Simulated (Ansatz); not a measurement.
## Geometry relaxation of Al2Cu (part 2 of 2)

Al2Cu (I4/mcm, 6 atoms in the cell); DFT PBEsol, scalar-relativistic, plane waves, PAW, no spin polarisation (Ansatz 0.2.0); cutoff 420 eV, 10×10×10 k-mesh, Gaussian smearing of 0.1 eV. The structure derives from a Materials Project entry.

Geometry of the input (Å; fractional positions):
```
-2.9989  2.9989  2.3927
2.9989  -2.9989  2.3927
2.9989  2.9989  -2.3927
Al 0.8414  0.6586  0.5000
Al 0.6586  0.1586  0.8172
Al 0.3414  0.8414  0.1828
Al 0.1586  0.3414  0.5000
Cu 0.2500  0.2500  0.0000
Cu 0.7500  0.7500  0.0000
```

## The program's output, continued
```
SCF iter   1: F=—  HF=-15276.797490 eV  |F-HF|=—  |Δ(HF+E_count)|=         —  Δρ=1.78e-4  dr2=5.87e-7  ethr=6.25e-7  ⟨swp⟩=2.5  Hψ=21314  notcnv=0
eigensolver tolerance schedule: the retry pair's looser diagonalisation over-reported the residual by 531.39 of it (diagonalisation noise at 0.12 of the residual, at the tolerance the schedule requests for it); recorded, not acted on — ethr = c·dr2/N_el stays at c = 1.0e-1
preconditioner: auto → Kerker (q_TF=auto, 2.489 Å⁻¹)  [metal: Δε(μ)=0.014 eV  Ē_g=7.287 eV  σ=0.100 eV  W_gap=0.08  n_scr=16 (ndim 8)  ℏωp=23.3 eV  f_vac=0.000  D(μ)=1.85/eV (n_scr^D=12)]
SCF iter   2: F=—  HF=-15276.797485 eV  |F-HF|=—  |Δ(HF+E_count)|=   5.82e-6  Δρ=9.04e-5  dr2=1.53e-7  ethr=1.17e-9  ⟨swp⟩=2.0  Hψ=5209  notcnv=0
SCF iter   3: F=—  HF=-15276.797483 eV  |F-HF|=—  |Δ(HF+E_count)|=   1.60e-6  Δρ=4.99e-6  dr2=9.18e-9  ethr=3.07e-10  ⟨swp⟩=1.0  Hψ=3162  notcnv=0
SCF iter   4: F=—  HF=-15276.797483 eV  |F-HF|=—  |Δ(HF+E_count)|=   3.51e-9  Δρ=5.21e-7  dr2=2.33e-10  ethr=1.84e-11  ⟨swp⟩=2.1  Hψ=4774  notcnv=0
iter 5 did not close the SCF: its close was put off for the readings that it lacked (scf_convergence_deferred on its scf_iter line)
SCF iter   5: F=-15276.797483 eV  HF=-15276.797483 eV  |F-HF|=5.46e-12  |Δ(HF+E_count)|=  1.82e-12  Δρ=1.47e-7  dr2=1.56e-11  ethr=1.00e-12  ⟨swp⟩=1.1  Hψ=3185  notcnv=0
SCF iter   6: F=-15276.797483 eV  HF=-15276.797483 eV  |F-HF|=9.09e-12  |Δ(HF+E_count)|=  5.46e-12  Δρ=6.49e-8  dr2=1.96e-12  ethr=1.00e-12  ⟨swp⟩=3.2  Hψ=10541  notcnv=0
SCF 6 converged in 6 iterations: F = -15276.797483 eV  dr2 = 1.96e-12
relax step   6: F+E_penalty+E_count = -15276.79748304 eV  Δ(F+E_penalty+E_count) = -2.735e-4 eV  max|allowed force component| = 4.239e-5 eV/Å  Δτ_max = 0.0000 Å  P = +0.003 GPa  Ω = 86.695 Å³  stress off target by 1.03e-2 GPa  SCF on the basis re-selected at this cell (its energy is not comparable with the rows above)  (6 SCF iters)
```

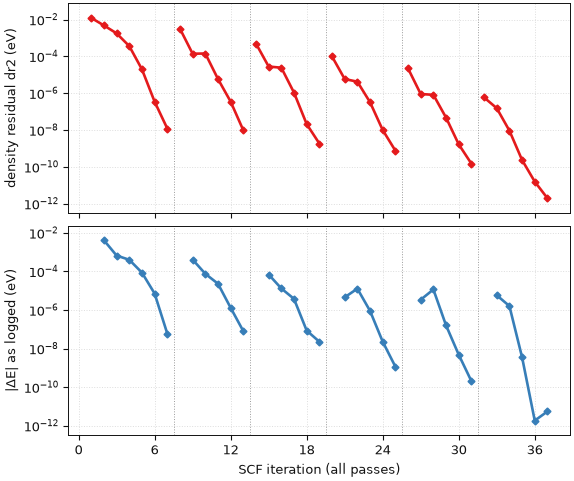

*Convergence of the self-consistent field: density residual dr2 and size of the energy change against the SCF iteration. The dotted lines part the SCF passes of the relaxation: geometry steps, rejected trials and re-solves on a re-selected basis.*

The 6 passes take 6 to 7 iterations each, 37 in all.

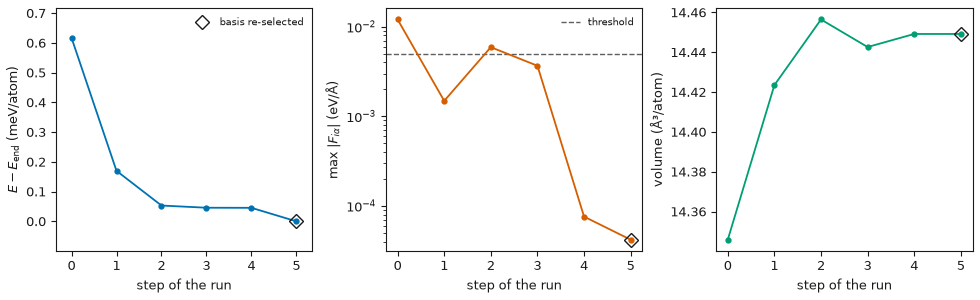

*Progress of the relaxation, step by step (the first geometry is step 0 here and step 1 in the log).*

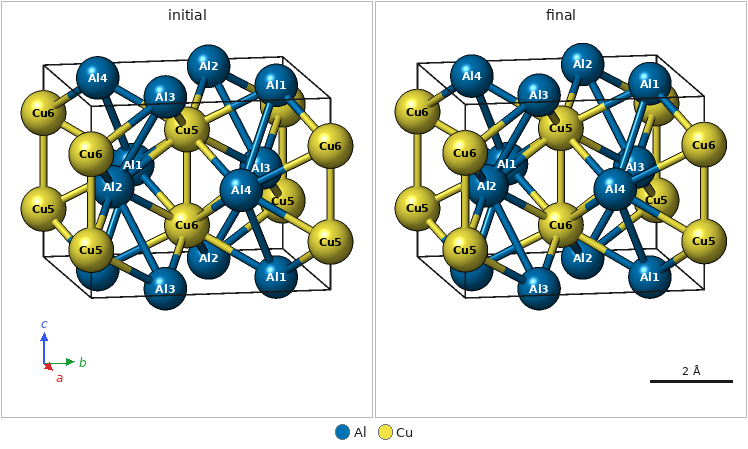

*Before (left) and after (right) the relaxation, at one scale (ball-and-stick view of the cell 2 times as large as that of the calculation, set on its symmetry axes, seen slightly off an axis).*

The largest moves relative to the cell, 0.006 Å, are those of Al1, Al2, Al3 and Al4. Cu stays in place. The drawn cell changes as follows: a = b 5.998 → 5.992 Å (−0.1 %), c 4.785 → 4.829 Å (+0.9 %); the volume changes by +0.7 %. Among the contacts that change: Cu5–Cu6 2.393 → 2.414 Å, Al1–Al4 2.851 → 2.862 Å. The space group stays I4/mcm (No. 140). The energy falls by 0.6 meV per atom in 4 geometry steps. Largest force component: 0.012 eV/Å at the start, under 0.0001 eV/Å at the end. The pressure goes from 0.78 to 0.00 GPa. A last SCF at the same geometry on a re-selected plane-wave basis shifts the energy by next to nothing (0.0 meV per atom). (Atoms are counted from 1 in the order of the input.)

```
basis re-selected at this cell: Δ(F+E_penalty+E_count) = -2.735e-4 eV, ΔP = +0.002 GPa vs the last step (what re-selecting the basis moved, of the pressure what is left beyond the Pulay correction that the steps carried, after the strain that the cell walked since its last selection, with what the two solves' SCF thresholds leave and, on support functions, any second-order correction that the steps lacked; it is no measure of the basis error at this ecutwfc). This SCF's stress stands 1.03e-2 GPa from its target on what of the cell is left free (relax.cell.stress_tol is 5.00e-2 GPa) and its largest allowed force component is 4.24e-5 eV/Å (relax.f_tol is 5.00e-3 eV/Å): within both
SCF converged after 6 iterations
Free energy (F): -15276.797483 eV
Harris-Foulkes:  -15276.797483 eV  (|F-HF|=9.09e-12)
Internal energy: -15276.788255 eV  (E = F + TS)
E sigma→0 (E₀):  -15276.792869 eV
Entropy (-TS):   -0.009228 eV (-1.538 meV/atom)
Fermi energy:    10.676398 eV
--- Per-component energies (eV) ---
  E_band       = -917.230112
  E_kinetic    = 694.484825
  E_local      = -12361.391779  (includes V_loc(G=0)·N_el)
  E_nonlocal   = 813.047124
  E_hartree    = 5592.314939
  E_xc         = -339.086835
  E_vxc        = -351.997641  (∫ρ·V_xc dr)
  E_paw        = -5061.968302  (= ΣΔE_a)
  E_vpaw       = -896.003210  (= ΣTr[D̂ρ^β])
  E_aug_tail   = 0.000525  (compensation charges beyond the density's cutoff)
  E_ewald      = -4614.677714
  E_core_change = 0.488960  (= ΣΔE_core)
  E_smearing   = -0.009228  (= −TS)
  E_closure    = 0.000000  (closes the sum)
  Σ components = -15276.797483   (vs F -15276.797483, Δ=0.00e0)
--- Forces (eV/Å), atoms counted from 1 ---
  atom   1  Al    -0.00004239     0.00004239     0.00000000
  atom   2  Al    -0.00004239    -0.00004239     0.00000000
  atom   3  Al     0.00004239     0.00004239     0.00000000
  atom   4  Al     0.00004239    -0.00004239     0.00000000
  atom   5  Cu     0.00000000     0.00000000     0.00000000
  atom   6  Cu    -0.00000000     0.00000000     0.00000000
  max |Σ_I F_I| component: 5.20e-18 eV/Å
--- Stress (GPa, compression-positive) ---
       -0.000928       0.000000       0.000000
        0.000000      -0.000928       0.000000
        0.000000       0.000000       0.010332
  P = ⅓ Tr σ = 0.0028 GPa (0.028 kbar)
--- Band table (eV; the first three rows and the last of 102) ---
  k-point 0: bands = ["-102.8057", "-102.7955", "-60.3345", "-60.3345", "-60.3246", "-60.3246", "-60.3211", "-60.2135", "-0.2985", "5.2265", "5.4231", "5.4231", "5.4377", "6.3855", "6.5211", "6.8353", "7.1480", "7.4253", "7.4253", "7.6670", "7.6670", "8.6988", "9.2049", "9.4121", "9.4121", "9.8514", "10.4622", "10.7657", "12.2197", "12.2197", "12.3273"]
  k-point 1: bands = ["-102.8057", "-102.7955", "-60.3345", "-60.3345", "-60.3246", "-60.3246", "-60.3211", "-60.2135", "-0.2149", "5.1010", "5.4035", "5.4130", "5.4499", "6.3374", "6.5357", "6.7993", "7.0266", "7.0645", "7.4246", "7.4253", "7.7848", "9.0167", "9.1073", "9.1380", "9.5175", "10.0112", "10.7201", "11.2055", "12.4618", "12.4956", "12.5162"]
  k-point 2: bands = ["-102.8057", "-102.7955", "-60.3346", "-60.3345", "-60.3246", "-60.3246", "-60.3211", "-60.2135", "0.0351", "4.5039", "5.3532", "5.4396", "5.5254", "6.2349", "6.4912", "6.5782", "6.6367", "6.9650", "7.4226", "7.4254", "8.0878", "8.6125", "8.6181", "9.3218", "9.7248", "9.9650", "11.8874", "12.0991", "13.0061", "13.0674", "13.1638"]
  k-point 101: bands = ["-102.8057", "-102.7955", "-60.3346", "-60.3346", "-60.3246", "-60.3246", "-60.3212", "-60.2135", "3.5169", "3.6212", "3.7605", "3.7605", "5.2141", "5.7437", "5.7437", "6.0148", "6.1700", "6.4680", "6.4698", "6.8152", "7.3087", "7.4177", "7.4177", "8.8751", "13.2801", "13.6152", "13.6152", "14.0637", "14.8567", "15.5104", "15.5104"]
--- Relaxed structure (5 steps of the walk, 5 accepted, 1 SCFs on fresh bases) ---
  F+E_penalty+E_count = -15276.79748304 eV   max|allowed force component| = 4.239e-5 eV/Å   (the final SCF, on the basis selected at the relaxed cell)
  cell:  # Å, volume = 86.6951 Å³
    - [-2.9961750194212575, 2.9961750194212575, 2.414350781902468]
    - [2.9961750194212575, -2.9961750194212575, 2.414350781902468]
    - [2.9961750194212575, 2.9961750194212575, -2.414350781902468]
  atoms:
    - { symbol: Al, position: [0.8406606825520603, 0.6593393174479398, 0.5] }
    - { symbol: Al, position: [0.65933931744794, 0.15933931744793978, 0.8186786348958799] }
    - { symbol: Al, position: [0.3406606825520603, 0.8406606825520604, 0.18132136510412047] }
    - { symbol: Al, position: [0.15933931744793978, 0.3406606825520603, 0.5] }
    - { symbol: Cu, position: [0.25000000000000006, 0.25000000000000006, -2.711501610603931e-20] }
    - { symbol: Cu, position: [0.7500000000000002, 0.7500000000000002, -2.71150161060393e-20] }
```

## Trajectory as extended XYZ (Å, eV, eV/Å), 6 frames, from step=1 to step=6
```
6
Lattice="-2.9989 2.9989 2.3927 2.9989 -2.9989 2.3927 2.9989 2.9989 -2.3927" Properties=species:S:1:pos:R:3:forces:R:3 step=1 energy=-15276.79378 pressure_GPa=0.78
Al    0.9513    2.0476    2.3927    0.0121  -0.0121   0.0000
Al    0.9513    3.9502    0.0000    0.0121   0.0121   0.0000
Al    2.0476   -0.9513    2.3927   -0.0121  -0.0121   0.0000
Al    2.0476    0.9513    0.0000   -0.0121   0.0121   0.0000
Cu    0.0000    0.0000    1.1964    0.0000   0.0000   0.0000
Cu    0.0000    0.0000    3.5891    0.0000   0.0000   0.0000
6
Lattice="-3.0001 3.0001 2.4037 3.0001 -3.0001 2.4037 3.0001 3.0001 -2.4037" Properties=species:S:1:pos:R:3:forces:R:3 step=2 energy=-15276.79646 pressure_GPa=0.19
Al    0.9543    2.0458    2.4037    0.0015  -0.0015   0.0000
Al    0.9543    3.9545    0.0000    0.0015   0.0015   0.0000
Al    2.0458   -0.9543    2.4037   -0.0015  -0.0015   0.0000
Al    2.0458    0.9543    0.0000   -0.0015   0.0015   0.0000
Cu    0.0000    0.0000    1.2019    0.0000   0.0000   0.0000
Cu    0.0000    0.0000    3.6056    0.0000   0.0000   0.0000
6
Lattice="-2.9971 2.9971 2.4140 2.9971 -2.9971 2.4140 2.9971 2.9971 -2.4140" Properties=species:S:1:pos:R:3:forces:R:3 step=3 energy=-15276.79716 pressure_GPa=-0.06
Al    0.9543    2.0428    2.4140    0.0059  -0.0059   0.0000
Al    0.9543    3.9515    0.0000    0.0059   0.0059   0.0000
Al    2.0428   -0.9543    2.4140   -0.0059  -0.0059   0.0000
Al    2.0428    0.9543    0.0000   -0.0059   0.0059   0.0000
Cu    0.0000    0.0000    1.2070    0.0000   0.0000   0.0000
Cu    0.0000    0.0000    3.6210    0.0000   0.0000   0.0000
6
Lattice="-2.9953 2.9953 2.4146 2.9953 -2.9953 2.4146 2.9953 2.9953 -2.4146" Properties=species:S:1:pos:R:3:forces:R:3 step=4 energy=-15276.79721 pressure_GPa=0.05
Al    0.9551    2.0403    2.4146   -0.0037   0.0037   0.0000
Al    0.9551    3.9504    0.0000   -0.0037  -0.0037   0.0000
Al    2.0403   -0.9551    2.4146    0.0037   0.0037   0.0000
Al    2.0403    0.9551    0.0000    0.0037  -0.0037   0.0000
Cu    0.0000    0.0000    1.2073    0.0000   0.0000   0.0000
Cu    0.0000    0.0000    3.6219    0.0000   0.0000   0.0000
6
Lattice="-2.9962 2.9962 2.4144 2.9962 -2.9962 2.4144 2.9962 2.9962 -2.4144" Properties=species:S:1:pos:R:3:forces:R:3 step=5 energy=-15276.79721 pressure_GPa=0.00
Al    0.9548    2.0414    2.4144   -0.0001   0.0001   0.0000
Al    0.9548    3.9510    0.0000   -0.0001  -0.0001   0.0000
Al    2.0414   -0.9548    2.4144    0.0001   0.0001   0.0000
Al    2.0414    0.9548    0.0000    0.0001  -0.0001   0.0000
Cu    0.0000    0.0000    1.2072    0.0000   0.0000   0.0000
Cu    0.0000    0.0000    3.6215    0.0000   0.0000   0.0000
6
Lattice="-2.9962 2.9962 2.4144 2.9962 -2.9962 2.4144 2.9962 2.9962 -2.4144" Properties=species:S:1:pos:R:3:forces:R:3 step=6 energy=-15276.79748 pressure_GPa=0.00
Al    0.9548    2.0414    2.4144    0.0000   0.0000   0.0000
Al    0.9548    3.9510    0.0000    0.0000   0.0000   0.0000
Al    2.0414   -0.9548    2.4144    0.0000   0.0000   0.0000
Al    2.0414    0.9548    0.0000    0.0000   0.0000   0.0000
Cu    0.0000    0.0000    1.2072    0.0000   0.0000   0.0000
Cu    0.0000    0.0000    3.6215    0.0000   0.0000   0.0000
```
